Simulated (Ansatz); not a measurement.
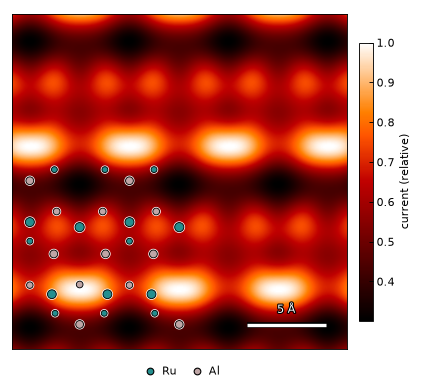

Constant-height image 4.0 Å above the topmost atom of Al2Ru(101) (I4/mmm bulk, the cell from a database of computed structures, not from a measurement, 9 atomic planes (those closer than 0.6 Å count as one), 8 Å, Ru-terminated) with one Al vacancy in a 2 × 2 cell, sample bias −0.50 V. The atoms seen from above are drawn over one corner (deeper ones smaller).

Model: Tersoff–Hamann, s-wave tip, no tip–sample forces. Bias windows are sharp sums over the levels of the k mesh.

All numbers here come from DFT PBEsol, scalar-relativistic, plane waves, PAW (Ansatz). Cutoff 420 eV, 10 × 7 k-points, Gaussian smearing 0.1 eV, dipole correction. The slab is a cut without reconstruction beyond its cell, at the source's lattice constants, with its lower half held fixed and the rest relaxed. The defects repeat every 6.2 Å and interact, so states at the Fermi level and the work function belong to this dense array. No spin polarisation. The run couldn't confirm all of its levels under its output density. The run warns that the functional's potential is rough in the thin density of the vacuum, where the tip is; weak contrasts and barriers may feel it.

**Assign the bright and dark features to the surface structure.**

The brightest spots lie over the sites above the Al atoms 1.8 Å below the top plane away from the vacancy, with weaker maxima over points 1.4 Å to the side of the top Ru atoms away from the vacancy and points 1.5 Å to the side of the top Ru atoms away from the vacancy; the darkest points are over the vacancy. The brightest point carries 3.3 times the current of the darkest.
